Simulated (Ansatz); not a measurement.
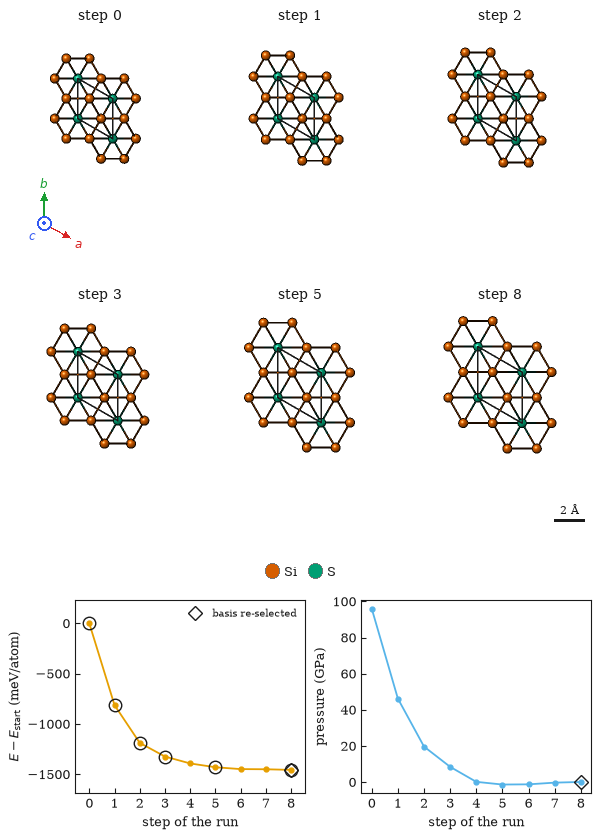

Frames of a relaxation of a crystal of Si2S (a generated structure, set up in P6_3/mmc) (coarse preliminary run), marked on the history of the run. The picture is a ball-and-stick view of the cell of the calculation, seen along the c axis.

Case: Hf → Si on all its sites, cell and atoms relaxed.

Theory: DFT r2SCAN, scalar-relativistic, plane waves, PAW in Ansatz 0.2.0.

Input file:
```yaml
crystal:
  lattice:
    - [2.7105689967, 0.0, 0.0]
    - [-1.3552844984, 2.3474216099, 0.0]
    - [0.0, 0.0, 9.4115990142]
  atoms:
    - { symbol: Si, position: [0.6666666667, 0.3333333333, 0.8997311427] }
    - { symbol: Si, position: [0.3333333333, 0.6666666667, 0.3997311427] }
    - { symbol: Si, position: [0.6666666667, 0.3333333333, 0.6002688573] }
    - { symbol: Si, position: [0.3333333333, 0.6666666667, 0.1002688573] }
    - { symbol: S, position: [0.0, 0.0, 0.75] }
    - { symbol: S, position: [0.0, 0.0, 0.25] }
basis:
  ecutwfc: 500
kpoints:
  mp_grid: { grid: [12, 12, 2] }
hamiltonian:
  xc: r2scan
scf:
  occupations: { method: gaussian, width: 0.1 }
output:
  forces: true
  stress: true
  eigenvalues: true
relax:
  adjacent_minimum: "off"
  f_tol: 0.05
  max_steps: 60
  cell: { stress_tol: 0.5 }
```

Run as
```bash
ansatz run input.yaml --threads 1 --pin off --max-ram 2560MiB --backend cpu --events-out ev --progress --plain --runs-dir out
```

### What happens along the run?

The largest moves relative to the cell, 0.28 Å, are those of Si1, Si2, Si3 and Si4. Si2 goes along +c. S stays in place. The drawn cell changes as follows: a = b 2.711 → 3.444 Å (+27.0 %), c 9.412 → 9.489 Å (+0.8 %); the volume changes by +62.7 %. Some distances before and after: Si1–Si1 2.711 → 3.444 Å, S5–S5 2.711 → 3.444 Å, Si1–Si3 2.818 → 3.411 Å, Si1–S5 2.106 → 2.620 Å. Among the angles between lasting bonds that change: Si3–Si2–Si3 67.1° → 92.0°, Si3–Si2–S6 106.1° → 92.7°, Si2–S6–Si4 84.0° → 81.3°. The space group stays P6_3/mmc (No. 194). Over 7 accepted moves (8 points after the start) the energy falls by 1456 meV per atom. The largest force component goes from 6 to 0.011 eV/Å. Pressure: 96.02 GPa at the start and 0.09 GPa at the end. At 1 point the geometry stayed and the basis and grid were re-selected for the new cell (energy shift of 6.1 meV per atom at most each time). From step 0 to 1: Si atoms move most (0.06 Å), volume +15.3 %, energy −812 meV per atom. From step 1 to 2: Si atoms move most (0.05 Å), volume +13.6 %, energy −375 meV per atom. From step 2 to 3: Si atoms move most (0.04 Å), volume +9.3 %, energy −136 meV per atom. From step 3 to 5: Si atoms move most (0.07 Å), volume +12.6 %, energy −106 meV per atom. From step 5 to 8: Si atoms move most (0.08 Å), volume +1.0 %, energy −26.2 meV per atom.

```
step  E − E(0), meV/atom  largest force component, eV/Å  pressure, GPa  volume, Å³/atom                      note
   0                0.00                         5.9770          96.02            9.981                          
   1             -812.03                         2.8020          46.24           11.507                          
   2            -1187.39                         1.1681          19.68           13.075                          
   3            -1323.06                         0.7117           8.47           14.291                          
   4            -1391.76                         0.5409           0.16           15.472                          
   5            -1429.51                         0.7709          -1.33           16.085                          
   6            -1447.96                         0.2434          -1.22           16.369                          
   7            -1449.62                         0.0177          -0.28           16.241                          
   8            -1455.75                         0.0111           0.09           16.241  same geometry, new basis
```
